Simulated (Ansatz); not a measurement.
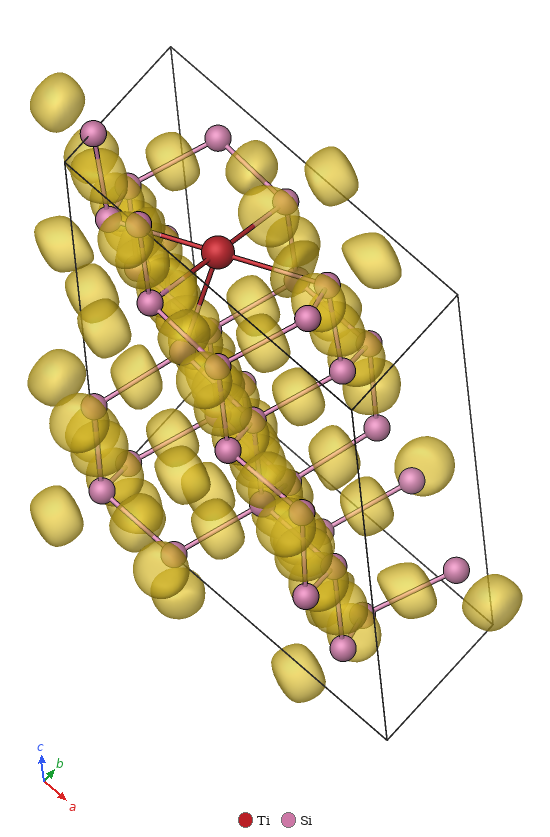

The picture shows: TiSi₃₀ (cell with a defect). Isosurface of the electron localisation function at 0.8 (yellow), seen slightly off an axis. Only the valence region is drawn (cores and ρ < 0.01 e/Å³ removed). Sticks mark near contacts.

Computed without spin polarisation.

Computed with DFT PBE, scalar-relativistic, plane waves, PAW (Ansatz).

Core electrons are frozen (PAW), and the valence fields are smoothed inside the atomic spheres.

Input

```
crystal:
  lattice:
    - [-5.4700936587, 5.4700936587, -5.4700936587]
    - [5.4700936587, 5.4700936587, 5.4700936587]
    - [5.4700936587, -5.4700936587, -5.4700936587]
  atoms:
    - { symbol: Ti, position: [0.5, 0.5, 1.0] }
    - { symbol: Si, position: [0.0, 0.5, 0.75] }
    - { symbol: Si, position: [0.5, 0.25, 0.5] }
    - { symbol: Si, position: [0.75, 0.75, 0.75] }
    - { symbol: Si, position: [0.25, 0.5, 0.5] }
    - { symbol: Si, position: [0.5, 0.0, 0.75] }
    - { symbol: Si, position: [0.0, 0.75, 0.5] }
    - { symbol: Si, position: [0.75, 0.25, 0.25] }
    - { symbol: Si, position: [0.5, 0.5, 0.25] }
    - { symbol: Si, position: [0.75, 0.0, 0.5] }
    - { symbol: Si, position: [0.0, 0.25, 0.0] }
    - { symbol: Si, position: [0.25, 0.75, 0.25] }
    - { symbol: Si, position: [0.0, 0.0, 0.25] }
    - { symbol: Si, position: [0.75, 0.5, 0.0] }
    - { symbol: Si, position: [0.5, 0.75, 0.0] }
    - { symbol: Si, position: [0.25, 0.0, 0.0] }
    - { symbol: Si, position: [0.25, 0.25, 0.5] }
    - { symbol: Si, position: [0.0, 0.5, 0.5] }
    - { symbol: Si, position: [0.5, 0.25, 0.25] }
    - { symbol: Si, position: [0.75, 0.75, 0.5] }
    - { symbol: Si, position: [0.25, 0.5, 0.25] }
    - { symbol: Si, position: [0.5, 0.0, 0.5] }
    - { symbol: Si, position: [0.0, 0.75, 0.25] }
    - { symbol: Si, position: [0.75, 0.25, 0.0] }
    - { symbol: Si, position: [0.75, 0.0, 0.25] }
    - { symbol: Si, position: [0.0, 0.25, 0.75] }
    - { symbol: Si, position: [0.25, 0.75, 0.0] }
    - { symbol: Si, position: [0.0, 0.0, 0.0] }
    - { symbol: Si, position: [0.75, 0.5, 0.75] }
    - { symbol: Si, position: [0.5, 0.75, 0.75] }
    - { symbol: Si, position: [0.25, 0.0, 0.75] }
basis:
  ecutwfc: 420
  xc_grid: 2
kpoints:
  mp_grid: { grid: [2, 2, 2], shift: [0.5, 0.5, 0.5] }
hamiltonian:
  xc: pbe
scf:
  occupations: { method: gaussian, width: 0.02 }
output:
  forces: true
  stress: false
  eigenvalues: true
  write_density: true
  write_potential: true
  elf: true
  volumetric_format: npy
relax:
  adjacent_minimum: "off"
  f_tol: 0.02
  max_steps: 60
```

Run with:

```sh
ansatz run input.yaml --threads 4 --pin off --max-ram 8192MiB --backend cpu --events-out ev --progress --plain --runs-dir out
```

The fields are those of the relaxed geometry.

### Identify the bonds, lone pairs and shells in this picture.

The surface consists of 57 regions between bonded Si–Si atoms and six lobes of the valence shell of Si pointing towards Ti (polar bonds), counted in one cell of 31 atoms. Any copies at cell faces, edges or corners count once. Profiles from the grid: Si–Si (2.37 Å): the ELF peaks at about 0.95 between the atoms. Ti–Si (2.78 Å): the ELF peaks at about 0.95 in the valence shell of Si, 1.0 Å from its nucleus, and is about 0.75 at the midpoint.
